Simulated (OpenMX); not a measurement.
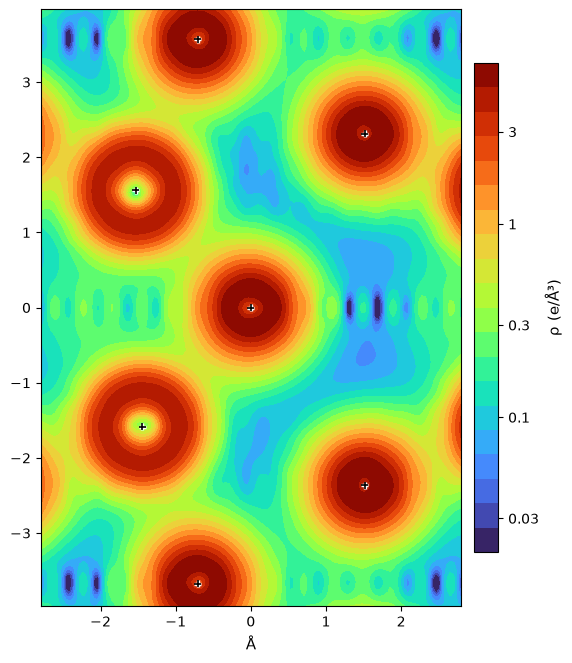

The valence charge density (pseudo) on a plane through atoms (crosses mark nuclei in the plane).

These are results of Kohn-Sham DFT of a periodic cell, PBE, OpenMX 2013 PBE set in OpenMX, not measurements.

Candidates:
A. HfN, a = 4.51 Å, b = 4.51 Å, c = 4.51 Å, α = 90.00°, β = 90.00°, γ = 90.00°. Space group Fm-3m; computed pressure about 8 GPa in this cell.
B. WS2 (slab), a = 3.16 Å, b = 3.16 Å, c = 24.29 Å, α = 90.00°, β = 90.00°, γ = 120.00°. Not relaxed (largest force 0.9 eV/Å).
C. HfO2, a = 4.89 Å, b = 5.08 Å, c = 5.16 Å, α = 90.00°, β = 90.00°, γ = 90.00°. Space group P1; a structure from a database of computed crystals, not necessarily the ambient phase; changed on purpose from its base cell (atoms moved at random by about 0.05 A); not relaxed (largest force 1.9 eV/Å); computed pressure about 5 GPa in this cell.

**Which system is this?**

Candidate C: HfO2 on the (011) plane of the conventional cell, which holds Hf and O. Hf–Hf (3.15 Å): ρ is about 0.24 e/Å³ halfway.
